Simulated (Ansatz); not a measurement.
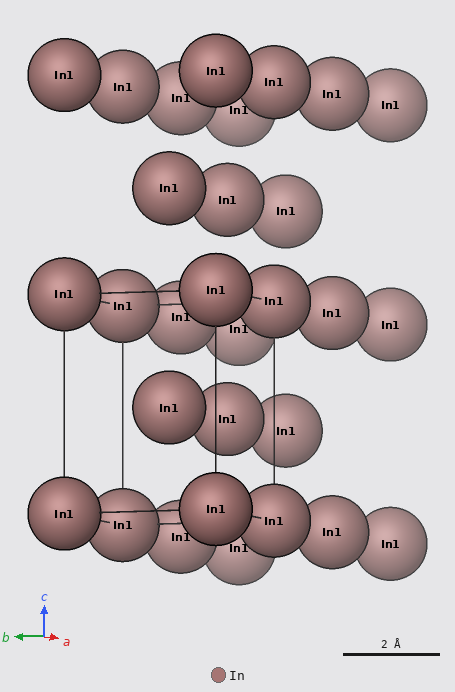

The starting point is crystalline In (set up in I4/mmm). Style: spheres-only. Shown: the conventional cell (2 times the calculation's cell), repeated 3 × 1 × 2 with one cell outlined, from a free direction. Lengths and directions refer to the drawn axes.

Level of theory: Ansatz 0.2.0, DFT, PBE, PAW with Ansatz's default frozen-core files, scalar-relativistic. (plane-wave cutoff 420 eV; k-point mesh 17 × 17 × 17; occupations fermi dirac; smearing width 0.03 eV; no spin polarisation)

The variant: All lengths are scaled by −0.7 % (volume −2.0 %), the atoms keeping their fractional coordinates. No relaxation follows.

Q: What is the effect?

A: Energy change: +6.7 meV per atom. The pressure goes from 1.6 to 2.5 GPa. The principal stresses (compression positive) are 2.1 GPa along c and 2.7 GPa across it. All forces vanish by symmetry. Some distances before and after: In–In 3.389 → 3.367 Å, In–In 3.320 → 3.298 Å. The space group stays I4/mmm (No. 139).
